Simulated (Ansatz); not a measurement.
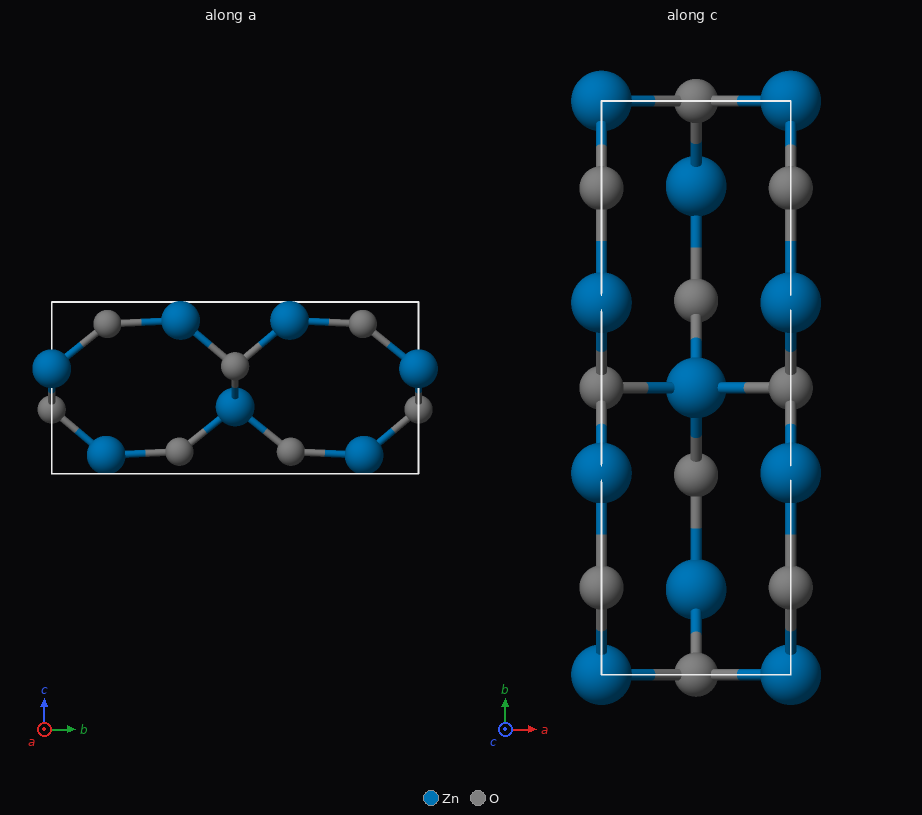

Ball-and-stick representation of a periodic structure, projected along the a axis and along the c axis. The wireframe shows the conventional unit cell.

ZnO, space group Pmmn (No. 59), a = 3.35 Å, b = 10.15 Å, c = 4.75 Å, α = 90.00°, β = 90.00°, γ = 90.00°.

Setup: Ansatz 0.2.0, DFT PBE, scalar-relativistic, plane waves, PAW; 420 eV cutoff, k-mesh 8×4×6, Gaussian smearing of 0.02 eV, no spin polarisation.

### What is the electronic character?

A semiconductor at this level, with a gap of 0.87 eV, direct.

### State the hydrostatic pressure.

The computed pressure is 0.0 GPa, close to zero.

The cell started as a structure type filled with these elements by a generator (whether the compound takes this form wasn't checked). Earlier steps of the study, as a rule a relaxation of our own, may have changed the cell and positions, so they can lie some per cent off the listed ones. A calculation with Ansatz used it as input.
